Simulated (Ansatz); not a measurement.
Input file:

```
crystal:
  lattice:
    - [3.3742737662, 0.0, 0.0]
    - [-1.6871368831, 2.9222068008, 0.0]
    - [0.0, 0.0, 11.71740703]
  atoms:
    - { symbol: Hf, position: [0.3333333333, 0.6666666667, 0.10018836] }
    - { symbol: Hf, position: [0.6666666667, 0.3333333333, 0.60018836] }
    - { symbol: Hf, position: [0.3333333333, 0.6666666667, 0.39981164] }
    - { symbol: Hf, position: [0.6666666667, 0.3333333333, 0.89981164] }
    - { symbol: S, position: [0.0, 0.0, 0.25] }
    - { symbol: S, position: [0.0, 0.0, 0.75] }
hamiltonian:
  xc: r2scan
  pseudopotentials: { kind: paw }
kpoints:
  mp_grid: { grid: [9, 9, 3] }
scf:
  occupations: { method: fermi_dirac, width: 0.05 }
output:
  forces: true
  stress: true
  eigenvalues: true
  write_density: true
  write_potential: true
  elf: true
  volumetric_format: npy
relax:
  f_tol: 0.01
  max_steps: 40
  cell: { stress_tol: 0.05 }
```

Run with:

```sh
ansatz run input.yaml --threads 2 --pin off --max-ram 5632MiB --backend cpu --events-out ev --progress --plain --runs-dir out
```

Below, planes, directions and counts refer to the conventional cell (a = 3.38 Å, b = 3.38 Å, c = 11.77 Å, α = 90.00°, β = 90.00°, γ = 120.00°).

The fields are those of the run's last geometry, not of the input's.

Space group P6₃/mmc; a structure from a database of computed crystals, not necessarily the ambient phase.

Method: Kohn-Sham DFT of a periodic cell, r2SCAN, Ansatz PAW in Ansatz.

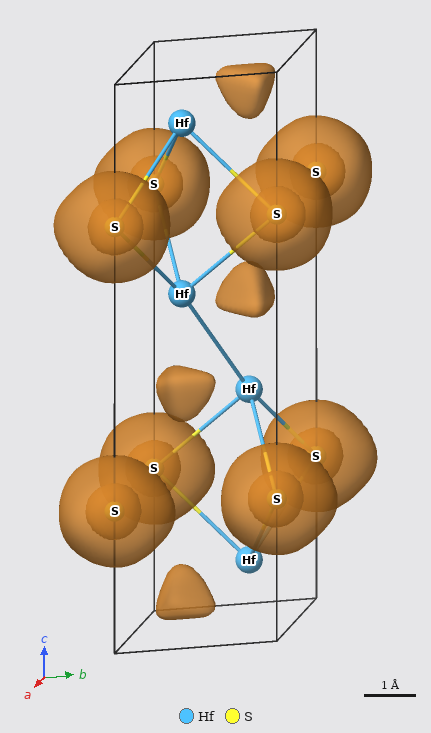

Hf₂S. Isosurface of the electron localisation function at 0.7 (orange), seen slightly off an axis. Only the valence region is drawn (cores and ρ < 0.01 e/Å³ removed). Sticks mark near contacts.

In a PAW calculation such maps are meaningful between the atoms, not at the nuclei.

> Describe the localisation domains.

At this value the surface marks out two regions wrapped around S (the valence shell of each) and four pockets between the atoms, centred on no nucleus (multi-centre or interstitial), counted in one cell of 6 atoms. Any copies at cell faces, edges or corners count once. Along the contacts the grid gives the following. Hf–S (2.63 Å): the ELF peaks at about 0.85 in the valence shell of S, 0.8 Å from its nucleus, and is about 0.30 at the midpoint (no localised pair shows between them). Hf–Hf (3.06 Å): the ELF is about 0.25 at the midpoint (no localised pair shows between them).

> Does the calculation make it a metal, or give it a gap?

It is metallic or semimetallic at this level of theory: no gap opens.
